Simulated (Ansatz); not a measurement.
# Two runs on Rh

System: Rh (Fm-3m, 1 atom in the cell).
Method of run A: DFT PBE, scalar-relativistic, plane waves, PAW, no spin polarisation (Ansatz 0.2.0).

Text and figures count atoms from 1; the logs count them from 0 in places.

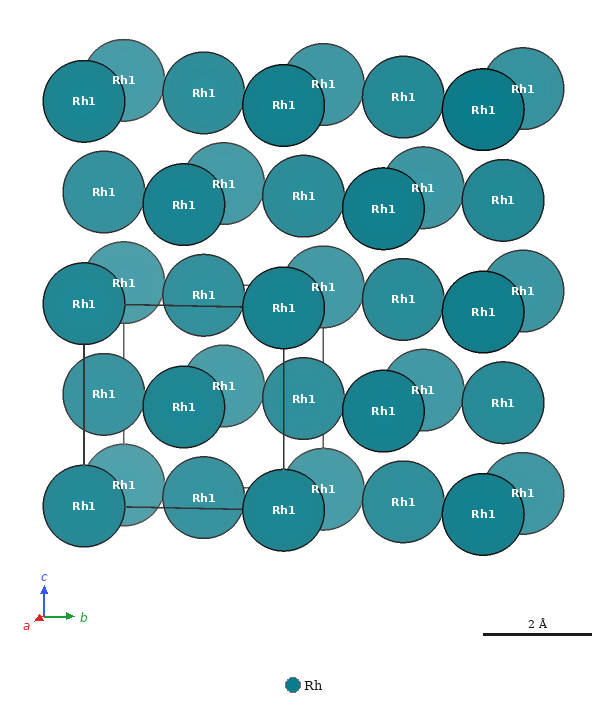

The input geometry (spheres-only view of the cell 4 times as large as that of the calculation, set on its symmetry axes, repeated 1 × 2 × 2, seen slightly off an axis; atoms are numbered from 1 in the order of the input).

Input file, run A:
```yaml
crystal:
  lattice:
    - [0.0, 1.9, 1.9]
    - [1.9, 0.0, 1.9]
    - [1.9, 1.9, 0.0]
  atoms:
    - { symbol: Rh, position: [0.0, 0.0, 0.0] }
basis:
  ecutwfc: 420
  ecutrho_ratio: 4
kpoints:
  mp_grid: { grid: [18, 18, 18] }
hamiltonian:
  xc: pbe
scf:
  occupations: { method: gaussian, width: 0.05 }
output:
  forces: true
  stress: true
  eigenvalues: true
```

Hardware: 8 threads of an Arm (aarch64) CPU, shared host.

Output, shortened to warnings, some set-up lines, iterations and results (run A):
```
Basis set: ecut = 420 eV, 283 PW (Γ), exchange–correlation on 36×36×36 points (8 copies of the dense FFT grid, shifted against one another)
Symmetry: 48 space group operations
k-points: 195 of 5832
Initial density: superposition of atomic densities (neutral atoms: chi_scale 0, normalization atom), corrected by the library's trained network
[...]
SCF iter   1: F=—  HF=-6402.883006 eV  |F-HF|=—  |Δ(HF+E_count)|=         —  Δρ=2.73e-3  dr2=2.51e-4  ethr=1.77e-3  ⟨swp⟩=5.2  Hψ=14214  notcnv=0
SCF iter   2: F=—  HF=-6402.883148 eV  |F-HF|=—  |Δ(HF+E_count)|=   1.42e-4  Δρ=1.41e-3  dr2=5.34e-5  ethr=1.47e-6  ⟨swp⟩=2.9  Hψ=5783  notcnv=0
SCF iter   3: F=—  HF=-6402.883183 eV  |F-HF|=—  |Δ(HF+E_count)|=   3.45e-5  Δρ=6.41e-4  dr2=1.17e-5  ethr=3.14e-7  ⟨swp⟩=2.0  Hψ=3344  notcnv=0
SCF iter   4: F=—  HF=-6402.883195 eV  |F-HF|=—  |Δ(HF+E_count)|=   1.27e-5  Δρ=6.73e-5  dr2=2.40e-7  ethr=6.89e-8  ⟨swp⟩=2.1  Hψ=3449  notcnv=0
SCF iter   5: F=-6402.883195 eV  HF=-6402.883195 eV  |F-HF|=1.16e-9  |Δ(HF+E_count)|=   4.88e-8  Δρ=1.14e-5  dr2=4.31e-9  ethr=1.41e-9  ⟨swp⟩=2.5  Hψ=3952  notcnv=0
SCF iter   6: F=-6402.883195 eV  HF=-6402.883195 eV  |F-HF|=1.32e-10  |Δ(HF+E_count)|=  7.82e-10  Δρ=1.88e-6  dr2=2.42e-10  ethr=2.53e-11  ⟨swp⟩=2.4  Hψ=8795  notcnv=0
SCF 1 converged in 6 iterations: F = -6402.883195 eV  dr2 = 2.42e-10
SCF converged after 6 iterations
Free energy (F): -6402.883195 eV
Harris-Foulkes:  -6402.883195 eV  (|F-HF|=1.32e-10)
Internal energy: -6402.881532 eV  (E = F + TS)
E sigma→0 (E₀):  -6402.882364 eV
Entropy (-TS):   -0.001663 eV (-1.663 meV/atom)
Fermi energy:    22.466993 eV
--- Per-component energies (eV) ---
  E_band       = -84.313141
  E_kinetic    = 573.598043
  E_local      = -1560.441560  (includes V_loc(G=0)·N_el)
  E_nonlocal   = 354.481044
  E_hartree    = 548.946180
  E_xc         = -222.090759
  E_vxc        = -278.834394  (∫ρ·V_xc dr)
  E_paw        = -3586.863186  (= ΣΔE_a)
  E_vpaw       = -271.009962  (= ΣTr[D̂ρ^β])
  E_aug_tail   = 0.000844  (compensation charges beyond the density's cutoff)
  E_ewald      = -2510.512139
  E_smearing   = -0.001663  (= −TS)
  E_closure    = -0.000000  (closes the sum)
  Σ components = -6402.883195   (vs F -6402.883195, Δ=0.00e0)
--- Forces (eV/Å), atoms counted from 1 ---
  atom   1  Rh    -0.00000000     0.00000000     0.00000000
  max |Σ_I F_I| component: 3.29e-32 eV/Å
--- Stress (GPa, compression-positive) ---
        6.382470       0.000000       0.000000
        0.000000       6.382470      -0.000000
       -0.000000      -0.000000       6.382470
  P = ⅓ Tr σ = 6.3825 GPa (63.825 kbar)
```

For run B the input was changed thus:
```diff
-    - [0.0, 1.9, 1.9]
-    - [1.9, 0.0, 1.9]
-    - [1.9, 1.9, 0.0]
+    - [0.0, 1.9265747778, 1.9265747778]
+    - [1.9265747778, 0.0, 1.9265747778]
+    - [1.9265747778, 1.9265747778, 0.0]
```

How does run B compare with run A?

With the same functional and potentials, run B lies 2.6 meV per atom lower. The pressure goes from 6.38 to −4.51 GPa. The volume per atom goes from 13.72 to 14.30 Å³. The cell is scaled evenly with the atoms at fixed fractional positions, so −ΔP/Δ ln V estimates the bulk modulus midway between the two volumes: about 260 GPa. The number of SCF iterations is the same.

Output, shortened to warnings, some set-up lines, iterations and results (run B):
```
Basis set: ecut = 420 eV, 283 PW (Γ), exchange–correlation on 40×40×40 points (8 copies of the dense FFT grid, shifted against one another)
Symmetry: 48 space group operations
k-points: 195 of 5832
Initial density: superposition of atomic densities (neutral atoms: chi_scale 0, normalization atom), corrected by the library's trained network
[...]
SCF iter   1: F=—  HF=-6402.885675 eV  |F-HF|=—  |Δ(HF+E_count)|=         —  Δρ=2.57e-3  dr2=1.72e-4  ethr=1.77e-3  ⟨swp⟩=5.2  Hψ=14203  notcnv=0
SCF iter   2: F=—  HF=-6402.885744 eV  |F-HF|=—  |Δ(HF+E_count)|=   6.92e-5  Δρ=1.34e-3  dr2=4.59e-5  ethr=1.01e-6  ⟨swp⟩=2.6  Hψ=5871  notcnv=0
SCF iter   3: F=—  HF=-6402.885752 eV  |F-HF|=—  |Δ(HF+E_count)|=   7.08e-6  Δρ=5.30e-4  dr2=1.30e-5  ethr=2.70e-7  ⟨swp⟩=2.0  Hψ=3354  notcnv=0
SCF iter   4: F=—  HF=-6402.885754 eV  |F-HF|=—  |Δ(HF+E_count)|=   2.85e-6  Δρ=6.81e-5  dr2=3.80e-7  ethr=7.66e-8  ⟨swp⟩=2.3  Hψ=3558  notcnv=0
SCF iter   5: F=-6402.885754 eV  HF=-6402.885754 eV  |F-HF|=1.63e-9  |Δ(HF+E_count)|=   5.13e-8  Δρ=9.24e-6  dr2=4.28e-9  ethr=2.23e-9  ⟨swp⟩=2.4  Hψ=3794  notcnv=0
SCF iter   6: F=-6402.885754 eV  HF=-6402.885754 eV  |F-HF|=4.63e-10  |Δ(HF+E_count)|=  4.19e-10  Δρ=2.83e-6  dr2=7.84e-10  ethr=2.52e-11  ⟨swp⟩=3.1  Hψ=8448  notcnv=0
SCF 1 converged in 6 iterations: F = -6402.885754 eV  dr2 = 7.84e-10
SCF converged after 6 iterations
Free energy (F): -6402.885754 eV
Harris-Foulkes:  -6402.885754 eV  (|F-HF|=4.63e-10)
Internal energy: -6402.883947 eV  (E = F + TS)
E sigma→0 (E₀):  -6402.884851 eV
Entropy (-TS):   -0.001808 eV (-1.808 meV/atom)
Fermi energy:    21.288813 eV
--- Per-component energies (eV) ---
  E_band       = -101.707177
  E_kinetic    = 572.179510
  E_local      = -1611.333430  (includes V_loc(G=0)·N_el)
  E_nonlocal   = 354.524258
  E_hartree    = 565.973198
  E_xc         = -221.521522
  E_vxc        = -278.053081  (∫ρ·V_xc dr)
  E_paw        = -3586.824172  (= ΣΔE_a)
  E_vpaw       = -270.972775  (= ΣTr[D̂ρ^β])
  E_aug_tail   = 0.000860  (compensation charges beyond the density's cutoff)
  E_ewald      = -2475.882649
  E_smearing   = -0.001808  (= −TS)
  E_closure    = 0.000000  (closes the sum)
  Σ components = -6402.885754   (vs F -6402.885754, Δ=0.00e0)
--- Forces (eV/Å), atoms counted from 1 ---
  atom   1  Rh    -0.00000000    -0.00000000     0.00000000
  max |Σ_I F_I| component: 6.57e-32 eV/Å
--- Stress (GPa, compression-positive) ---
       -4.509931      -0.000000       0.000000
        0.000000      -4.509931      -0.000000
        0.000000      -0.000000      -4.509931
  P = ⅓ Tr σ = -4.5099 GPa (-45.099 kbar)
```

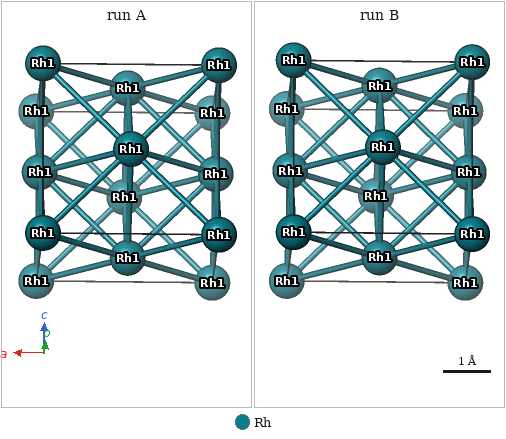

The two input geometries at one scale (ball-and-stick view of the cell 4 times as large as that of the calculation, set on its symmetry axes, seen at an oblique angle). The atoms keep their places relative to the cell (all moves are under 0.005 Å). The volume changes by +4.3 %, with a = b = c 3.800 → 3.853 Å (+1.4 %). Among the contacts that change: Rh1–Rh1 2.687 → 2.725 Å.

The two runs side by side:

| quantity | run A | run B |
| --- | --- | --- |
| outcome | converged | converged |
| free energy per atom (eV) | −6402.8832 | −6402.8858 |
| energy per atom, smearing taken to zero (eV) | −6402.8824 | −6402.8849 |
| gap on the mesh (eV) | 0.00 | 0.00 |
| pressure (GPa) | 6.38 | −4.51 |
| volume per atom (Å³) | 13.72 | 14.30 |
| largest force (eV/Å) | 0.000 | 0.000 |
| SCF iterations | 6 | 6 |
| irreducible k-points | 195 | 195 |
| plane waves at Γ | 283 | 283 |
| wall time (shared host) | 0.79 s | 0.8 s |

For run A: The cell is under a pressure of 6.4 GPa at this level, so it is not at its equilibrium volume.
